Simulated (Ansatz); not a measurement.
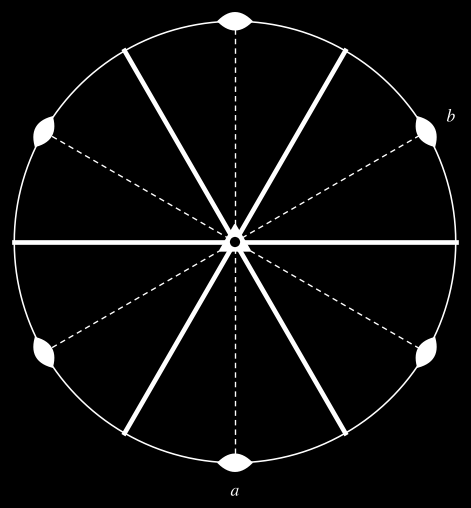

Stereographic projection: heavy lines are mirror planes (a heavy rim: a mirror in the plane of the page); lens, triangle, square and hexagon are 2-, 3-, 4- and 6-fold axes, a lens in an open square is −4, a triangle in an open hexagon −6; thin dashed diameters join the ends of axes that lie in the page; a small open circle marks inversion. The c axis points at the viewer. Computed from the symmetry operations of a computed or model structure of composition ZrS2.

Identify the point group and its elements.

Answer. -3m (D3d), order 12, trigonal system: one threefold axis, three twofold axes, three mirror planes, an inversion centre.

Which physical properties does it allow?

Answer. It is centrosymmetric, so neither piezoelectric nor pyroelectric; it is not chiral.
